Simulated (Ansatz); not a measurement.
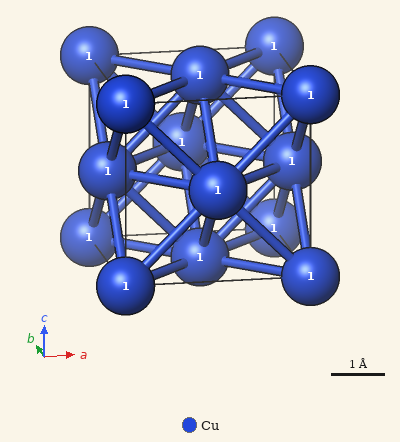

Figure 1. The starting structure (ball-and-stick view of the cell 4 times as large as that of the calculation, set on its symmetry axes, seen slightly off an axis; atoms are numbered from 1 in the order of the input). Near neighbours in the crystal (not all of them lie inside the picture): Cu has 12 Cu at 2.53 Å.

## Cu: geometry relaxation (part 1 of 2)

Cu (1 atom in the cell), computed with DFT PBE, scalar-relativistic, plane waves, PAW, no spin polarisation (Ansatz 0.2.0).

The structure derives from a Materials Project entry. Figures and captions count atoms from 1; the log counts them from 0 in places.

What the program printed:
```
Engine: ansatz 0.2.0, x86_64-unknown-linux-gnu
Pseudopotentials: kind: paw
Pseudopotential: Cu, paw, valence charge 19, recommended cutoff 420 eV (normal), Cu.paw.azcp
Functional definition: PBE
  parameter kappa = 0.804
  parameter beta = 0.06672455060314922
  exchange = pbe_x(kappa = kappa, mu = beta*pi^2/3)
  correlation = pbe_c(beta = beta)
Crystal: 1 atoms, lattice volume = 11.446 Å³
Basis set: ecut = 420 eV, 229 PW (Γ), exchange–correlation on 36×36×36 points (8 copies of the dense FFT grid, shifted against one another)
Bands: 14, of which v1, the nominal top of the filled ones, is band 10 counted from 1 (9 counted from 0)
Symmetry: 48 space group operations
Space group: Fm-3m (ITA 225), of the structure as read, at distance tolerance 2.3e-5 Å
k-points: 256 of 8000
Non-local potential: Cu, projectors of the file, l = 0: 3, l = 1: 2, l = 2: 3, l = 3: 1
PAW form: soft (Blöchl's): semilocal exchange-correlation on the pseudo side does not see the compensation charge
PAW one-centre angular grid: Cu, 590 points (default); XC on 64 Gauss nodes
Initial density: superposition of atomic densities (neutral atoms: chi_scale 0, normalization atom), corrected by the library's trained network
Initial wavefunctions: pseudopotential atomic-orbital guess
Functional: x = pbe(κ = 0.804, μ = 0.2195149727645171), c = pbe(β = 0.06672455060314922)
SCF iter   1: F=—  HF=-6625.165290 eV  |F-HF|=—  |Δ(HF+E_count)|=         —  Δρ=1.28e-3  dr2=9.37e-5  ethr=1.77e-3  ⟨swp⟩=5.3  Hψ=17900  notcnv=0
preconditioner: auto → none  [metal: Δε(μ)=0.060 eV  Ē_g=17.412 eV  σ=0.100 eV  W_gap=0.31  n_scr=0 (ndim 8)  ℏωp=36.4 eV  f_vac=0.000  D(μ)=0.26/eV (n_scr^D=0)]
SCF iter   2: F=—  HF=-6625.165400 eV  |F-HF|=—  |Δ(HF+E_count)|=   1.10e-4  Δρ=3.94e-4  dr2=4.61e-6  ethr=4.93e-7  ⟨swp⟩=2.3  Hψ=7684  notcnv=0
SCF iter   3: F=—  HF=-6625.165413 eV  |F-HF|=—  |Δ(HF+E_count)|=   1.29e-5  Δρ=1.51e-4  dr2=9.10e-7  ethr=2.43e-8  ⟨swp⟩=2.5  Hψ=4988  notcnv=0
iter 4 did not close the SCF: its close was put off for the readings that it lacked (scf_convergence_deferred on its scf_iter line)
SCF iter   4: F=-6625.165415 eV  HF=-6625.165415 eV  |F-HF|=3.65e-9  |Δ(HF+E_count)|=   1.61e-6  Δρ=1.27e-5  dr2=5.63e-9  ethr=4.79e-9  ⟨swp⟩=2.1  Hψ=4708  notcnv=0
iter 5 did not close the SCF: its close was put off for the readings that it lacked (scf_convergence_deferred on its scf_iter line)
SCF iter   5: F=-6625.165415 eV  HF=-6625.165415 eV  |F-HF|=1.97e-10  |Δ(HF+E_count)|=   5.95e-9  Δρ=1.80e-6  dr2=7.35e-11  ethr=2.96e-11  ⟨swp⟩=2.0  Hψ=5678  notcnv=0
SCF iter   6: F=-6625.165415 eV  HF=-6625.165415 eV  |F-HF|=3.64e-12  |Δ(HF+E_count)|=  2.24e-10  Δρ=1.53e-7  dr2=1.12e-12  ethr=1.00e-12  ⟨swp⟩=4.6  Hψ=16269  notcnv=0
SCF 1 converged in 6 iterations: F = -6625.165415 eV  dr2 = 1.12e-12
  greatest PAW one-centre occupation: 1.000 electrons in one spin orbital (limit 2), on the Cu atom at site 0 (counted from 0), in its partial waves of l = 0
relax step   1: F+E_penalty+E_count = -6625.16541482 eV  Δ(F+E_penalty+E_count) = +0.000e0 eV  max|allowed force component| = 0.000e0 eV/Å  Δτ_max = 0.0000 Å  P = +6.849 GPa  Ω = 11.446 Å³  (6 SCF iters, accepted)
Crystal: 1 atoms, lattice volume = 11.685 Å³
Basis set: ecut = 420 eV, 259 PW (Γ), exchange–correlation on 36×36×36 points (8 copies of the dense FFT grid, shifted against one another)
Initial density: handed on by an earlier stage of this run
Initial wavefunctions: those handed on with the density
iter 1 solved again at ethr=2.38e-5 eV; its pass at ethr=3.10e-3 eV (dr2=4.51e-3 eV) is discarded
SCF iter   1: F=—  HF=-6625.173833 eV  |F-HF|=—  |Δ(HF+E_count)|=         —  Δρ=7.79e-3  dr2=4.55e-3  ethr=2.38e-5  ⟨swp⟩=1.1  Hψ=23042  notcnv=0
preconditioner: auto → none  [metal: Δε(μ)=0.067 eV  Ē_g=17.219 eV  σ=0.100 eV  W_gap=0.34  n_scr=0 (ndim 8)  ℏωp=36.0 eV  f_vac=0.000  D(μ)=0.26/eV (n_scr^D=0)]
SCF iter   2: F=—  HF=-6625.172879 eV  |F-HF|=—  |Δ(HF+E_count)|=   9.55e-4  Δρ=6.19e-4  dr2=2.41e-5  ethr=2.38e-5  ⟨swp⟩=2.2  Hψ=4941  notcnv=0
SCF iter   3: F=—  HF=-6625.172838 eV  |F-HF|=—  |Δ(HF+E_count)|=   4.09e-5  Δρ=4.32e-4  dr2=1.84e-5  ethr=1.27e-7  ⟨swp⟩=2.3  Hψ=5858  notcnv=0
SCF iter   4: F=—  HF=-6625.172832 eV  |F-HF|=—  |Δ(HF+E_count)|=   5.94e-6  Δρ=4.96e-5  dr2=7.08e-8  ethr=9.71e-8  ⟨swp⟩=2.4  Hψ=5037  notcnv=0
iter 5 did not close the SCF: its close was put off for the readings that it lacked (scf_convergence_deferred on its scf_iter line)
SCF iter   5: F=-6625.172832 eV  HF=-6625.172832 eV  |F-HF|=2.36e-11  |Δ(HF+E_count)|=   2.55e-7  Δρ=2.48e-6  dr2=2.93e-10  ethr=3.73e-10  ⟨swp⟩=2.0  Hψ=6032  notcnv=0
SCF iter   6: F=-6625.172832 eV  HF=-6625.172832 eV  |F-HF|=9.09e-13  |Δ(HF+E_count)|=  3.46e-11  Δρ=2.61e-7  dr2=5.01e-12  ethr=1.54e-12  ⟨swp⟩=4.0  Hψ=16227  notcnv=0
SCF 2 converged in 6 iterations: F = -6625.172832 eV  dr2 = 5.01e-12
relax step   2: F+E_penalty+E_count = -6625.17283220 eV  Δ(F+E_penalty+E_count) = -7.417e-3 eV  max|allowed force component| = 0.000e0 eV/Å  Δτ_max = 0.0000 Å  P = +3.450 GPa  Ω = 11.685 Å³  energy of the carried Pulay correction = -2.018e-4 eV  (6 SCF iters, dr2 threshold 1.00e-7 eV, accepted)
Crystal: 1 atoms, lattice volume = 11.937 Å³
iter 1 solved again at ethr=2.63e-5 eV; its pass at ethr=3.10e-3 eV (dr2=5.00e-3 eV) is discarded
SCF iter   1: F=—  HF=-6625.176606 eV  |F-HF|=—  |Δ(HF+E_count)|=         —  Δρ=8.12e-3  dr2=5.06e-3  ethr=2.63e-5  ⟨swp⟩=1.0  Hψ=23286  notcnv=0
preconditioner: auto → none  [metal: Δε(μ)=0.065 eV  Ē_g=16.967 eV  σ=0.100 eV  W_gap=0.35  n_scr=0 (ndim 8)  ℏωp=35.6 eV  f_vac=0.000  D(μ)=0.27/eV (n_scr^D=0)]
SCF iter   2: F=—  HF=-6625.175557 eV  |F-HF|=—  |Δ(HF+E_count)|=   1.05e-3  Δρ=6.31e-4  dr2=2.77e-5  ethr=2.63e-5  ⟨swp⟩=2.2  Hψ=4926  notcnv=0
SCF iter   3: F=—  HF=-6625.175509 eV  |F-HF|=—  |Δ(HF+E_count)|=   4.77e-5  Δρ=4.49e-4  dr2=2.05e-5  ethr=1.46e-7  ⟨swp⟩=2.4  Hψ=5913  notcnv=0
SCF iter   4: F=—  HF=-6625.175503 eV  |F-HF|=—  |Δ(HF+E_count)|=   6.58e-6  Δρ=4.68e-5  dr2=6.67e-8  ethr=1.08e-7  ⟨swp⟩=2.4  Hψ=5054  notcnv=0
iter 5 did not close the SCF: its close was put off for the readings that it lacked (scf_convergence_deferred on its scf_iter line)
SCF iter   5: F=-6625.175503 eV  HF=-6625.175503 eV  |F-HF|=2.16e-10  |Δ(HF+E_count)|=   2.31e-7  Δρ=2.62e-6  dr2=2.77e-10  ethr=3.51e-10  ⟨swp⟩=2.0  Hψ=6031  notcnv=0
SCF iter   6: F=-6625.175503 eV  HF=-6625.175503 eV  |F-HF|=1.82e-12  |Δ(HF+E_count)|=  4.91e-11  Δρ=2.44e-7  dr2=4.13e-12  ethr=1.46e-12  ⟨swp⟩=4.0  Hψ=16655  notcnv=0
SCF 3 converged in 6 iterations: F = -6625.175503 eV  dr2 = 4.13e-12
relax step   3: F+E_penalty+E_count = -6625.17550296 eV  Δ(F+E_penalty+E_count) = -2.671e-3 eV  max|allowed force component| = 0.000e0 eV/Å  Δτ_max = 0.0000 Å  P = +0.271 GPa  Ω = 11.937 Å³  energy of the carried Pulay correction = -4.108e-4 eV  (6 SCF iters, dr2 threshold 1.00e-7 eV, accepted)
Crystal: 1 atoms, lattice volume = 11.961 Å³
iter 1 solved again at ethr=2.23e-7 eV; its pass at ethr=3.10e-3 eV (dr2=4.23e-5 eV) is discarded
SCF iter   1: F=—  HF=-6625.175513 eV  |F-HF|=—  |Δ(HF+E_count)|=         —  Δρ=7.40e-4  dr2=4.20e-5  ethr=2.23e-7  ⟨swp⟩=2.2  Hψ=22112  notcnv=0
preconditioner: auto → none  [metal: Δε(μ)=0.064 eV  Ē_g=16.901 eV  σ=0.100 eV  W_gap=0.33  n_scr=0 (ndim 8)  ℏωp=35.6 eV  f_vac=0.000  D(μ)=0.27/eV (n_scr^D=0)]
SCF iter   2: F=—  HF=-6625.175504 eV  |F-HF|=—  |Δ(HF+E_count)|=   9.58e-6  Δρ=5.69e-5  dr2=2.55e-7  ethr=2.21e-7  ⟨swp⟩=2.2  Hψ=4892  notcnv=0
SCF iter   3: F=—  HF=-6625.175503 eV  |F-HF|=—  |Δ(HF+E_count)|=   3.33e-7  Δρ=4.05e-5  dr2=1.66e-7  ethr=1.34e-9  ⟨swp⟩=2.5  Hψ=5714  notcnv=0
iter 4 did not close the SCF: its close was put off for the readings that it lacked (scf_convergence_deferred on its scf_iter line)
SCF iter   4: F=-6625.175503 eV  HF=-6625.175503 eV  |F-HF|=1.04e-9  |Δ(HF+E_count)|=   4.60e-8  Δρ=4.03e-6  dr2=5.12e-10  ethr=8.72e-10  ⟨swp⟩=2.3  Hψ=5054  notcnv=0
iter 5 did not close the SCF: its close was put off for the readings that it lacked (scf_convergence_deferred on its scf_iter line)
SCF iter   5: F=-6625.175503 eV  HF=-6625.175503 eV  |F-HF|=3.64e-12  |Δ(HF+E_count)|=   1.67e-9  Δρ=3.18e-7  dr2=3.94e-12  ethr=2.69e-12  ⟨swp⟩=2.0  Hψ=6031  notcnv=0
SCF iter   6: F=-6625.175503 eV  HF=-6625.175503 eV  |F-HF|=9.09e-13  |Δ(HF+E_count)|=    0.00e0  Δρ=1.97e-8  dr2=2.59e-14  ethr=1.00e-12  ⟨swp⟩=3.6  Hψ=13608  notcnv=0
SCF 4 converged in 6 iterations: F = -6625.175503 eV  dr2 = 2.59e-14
relax step   4: F+E_penalty+E_count = -6625.17550337 eV  Δ(F+E_penalty+E_count) = -4.086e-7 eV  max|allowed force component| = 0.000e0 eV/Å  Δτ_max = 0.0000 Å  P = -0.003 GPa  Ω = 11.961 Å³  energy of the carried Pulay correction = -4.299e-4 eV  (6 SCF iters, accepted)
Initial wavefunctions: pseudopotential atomic-orbital guess (no wavefunctions were taken with the density)
iter 1 solved again at ethr=1.35e-8 eV; its pass at ethr=3.10e-3 eV (dr2=2.56e-6 eV) is discarded
SCF iter   1: F=—  HF=-6625.175519 eV  |F-HF|=—  |Δ(HF+E_count)|=         —  Δρ=9.86e-4  dr2=2.56e-6  ethr=1.35e-8  ⟨swp⟩=3.0  Hψ=28473  notcnv=0
preconditioner: auto → none  [metal: Δε(μ)=0.064 eV  Ē_g=16.896 eV  σ=0.100 eV  W_gap=0.33  n_scr=0 (ndim 8)  ℏωp=35.6 eV  f_vac=0.000  D(μ)=0.27/eV (n_scr^D=0)]
SCF iter   2: F=—  HF=-6625.175762 eV  |F-HF|=—  |Δ(HF+E_count)|=   2.44e-4  Δρ=4.93e-4  dr2=7.11e-7  ethr=1.34e-8  ⟨swp⟩=1.0  Hψ=3614  notcnv=0
SCF iter   3: F=—  HF=-6625.175844 eV  |F-HF|=—  |Δ(HF+E_count)|=   8.20e-5  Δρ=4.82e-5  dr2=6.07e-8  ethr=3.74e-9  ⟨swp⟩=1.0  Hψ=3591  notcnv=0
SCF iter   4: F=—  HF=-6625.175845 eV  |F-HF|=—  |Δ(HF+E_count)|=   4.34e-7  Δρ=5.04e-6  dr2=2.47e-10  ethr=3.19e-10  ⟨swp⟩=2.0  Hψ=4890  notcnv=0
iter 5 did not close the SCF: its close was put off for the readings that it lacked (scf_convergence_deferred on its scf_iter line)
SCF iter   5: F=-6625.175845 eV  HF=-6625.175845 eV  |F-HF|=7.28e-12  |Δ(HF+E_count)|=   7.26e-9  Δρ=3.27e-7  dr2=6.20e-12  ethr=1.30e-12  ⟨swp⟩=2.1  Hψ=5084  notcnv=0
SCF iter   6: F=-6625.175845 eV  HF=-6625.175845 eV  |F-HF|=0.00e0  |Δ(HF+E_count)|=  1.18e-11  Δρ=2.56e-8  dr2=1.22e-14  ethr=1.00e-12  ⟨swp⟩=3.6  Hψ=13585  notcnv=0
SCF 5 converged in 6 iterations: F = -6625.175845 eV  dr2 = 1.22e-14
relax step   5: F+E_penalty+E_count = -6625.17584459 eV  Δ(F+E_penalty+E_count) = -3.412e-4 eV  max|allowed force component| = 0.000e0 eV/Å  Δτ_max = 0.0000 Å  P = -0.053 GPa  Ω = 11.961 Å³  stress off target by 5.26e-2 GPa  SCF on the basis re-selected at this cell (its energy is not comparable with the rows above)  (6 SCF iters)
basis re-selected at this cell: Δ(F+E_penalty+E_count) = -3.412e-4 eV, ΔP = -0.050 GPa vs the last step (what re-selecting the basis moved, of the pressure what is left beyond the Pulay correction that the steps carried, after the strain that the cell walked since its last selection, with what the two solves' SCF thresholds leave and, on support functions, any second-order correction that the steps lacked; it is no measure of the basis error at this ecutwfc). This SCF's stress stands 5.26e-2 GPa from its target on what of the cell is left free (relax.cell.stress_tol is 5.00e-2 GPa) and its largest allowed force component is 0.00e0 eV/Å (relax.f_tol is 5.00e-3 eV/Å): not within both, so this SCF does not close the relaxation
Crystal: 1 atoms, lattice volume = 11.956 Å³
iter 1 solved again at ethr=8.00e-9 eV; its pass at ethr=3.10e-3 eV (dr2=1.52e-6 eV) is discarded
```
